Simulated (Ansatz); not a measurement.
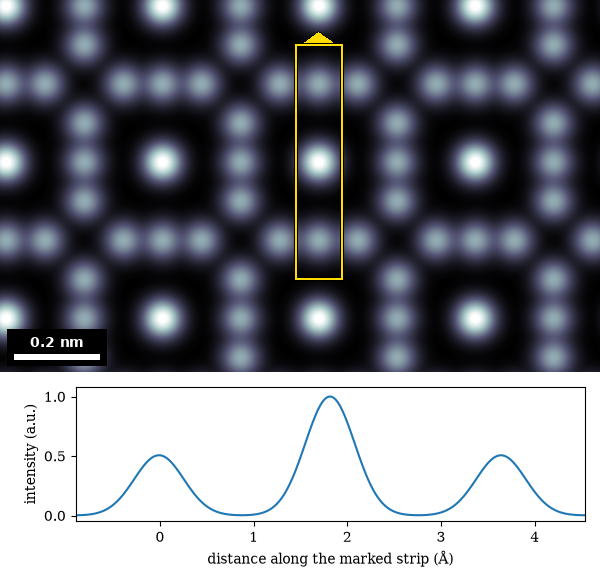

HAADF-like image of B (Pm-3n, No. 223) along [001]. The image is simulated as a sum over atoms of Z^1.7, blurred by a 0.62 Å probe (no channelling). The display is stretched by a gamma of 0.65; percentages refer to the linear signal. Model: the input geometry of an electronic-structure calculation (not necessarily at equilibrium); the starting structure was generated, so it need not be a known form of this composition.

```cif
data_structure
_symmetry_space_group_name_H-M 'Pm-3n'
_symmetry_Int_Tables_number 223
_cell_length_a 3.6498
_cell_length_b 3.6498
_cell_length_c 3.6498
_cell_angle_alpha 90.000
_cell_angle_beta 90.000
_cell_angle_gamma 90.000
_cell_volume 48.62
loop_
_atom_site_label
_atom_site_type_symbol
_atom_site_symmetry_multiplicity
_atom_site_Wyckoff_symbol
_atom_site_fract_x
_atom_site_fract_y
_atom_site_fract_z
_atom_site_occupancy
B1 B 2 a 0.00000 0.00000 0.00000 1
B2 B 6 c 0.25000 0.00000 0.50000 1
```

The curve is the intensity along the marked strip, in the direction of its arrowhead, with zero distance at the first column. Brightness is counted from the darkest point of the image.

List the columns that the line crosses, with their positions.

Answer.
```csv
position (Å),atoms per repeat along the beam,height (% of the highest)
0.0,1 B,50
1.8,2 B,100
3.6,1 B,50
```
